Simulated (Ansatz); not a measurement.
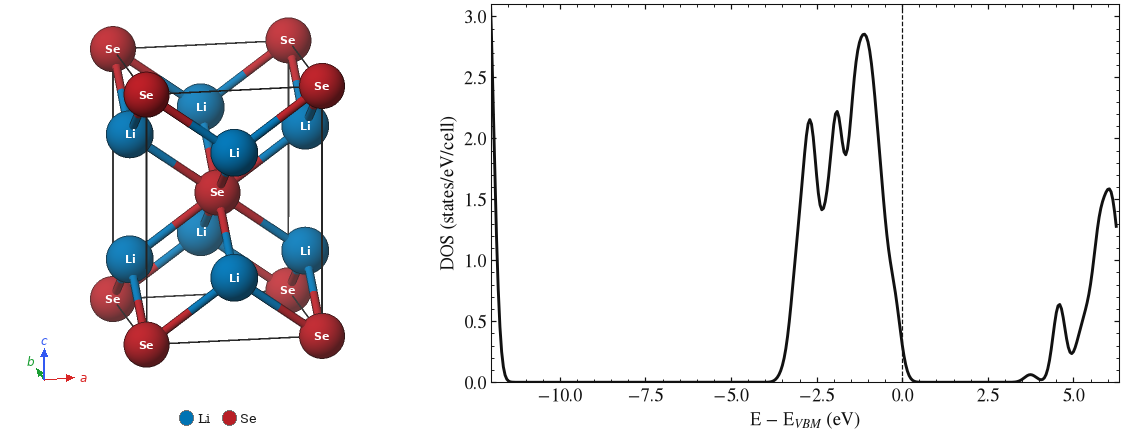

Density of states, beside the structure. Energies are counted from the top of the valence band. The curve is built from the levels of the k mesh with Gaussians 0.4 eV wide, which also blur the band edges.

Structure: Li2Se, space group I4/mmm (No. 139), 3 atoms in the cell, biaxial (xy) strain −2.4%.

Computed with Ansatz: DFT, HSE06, plane waves, PAW, no spin polarisation, 6×6×6 k mesh, 420 eV cutoff.

Q: Is there a gap at the Fermi level, and how wide?

A: There is a gap; over the k points computed it is 3.71 eV (indirect; the smallest direct gap is 4.58 eV).

Q: How wide is the upper valence band?

A: The upper group of valence states starts about 3.4 eV under the valence-band top, with a gap beneath it; it holds about 6 electrons a cell.

Q: Where is the tallest peak of the filled states in the window?

A: Within the window shown, the tallest peak of the filled states lies 1.1 eV under the valence-band top, at about 2.9 states per eV and cell.
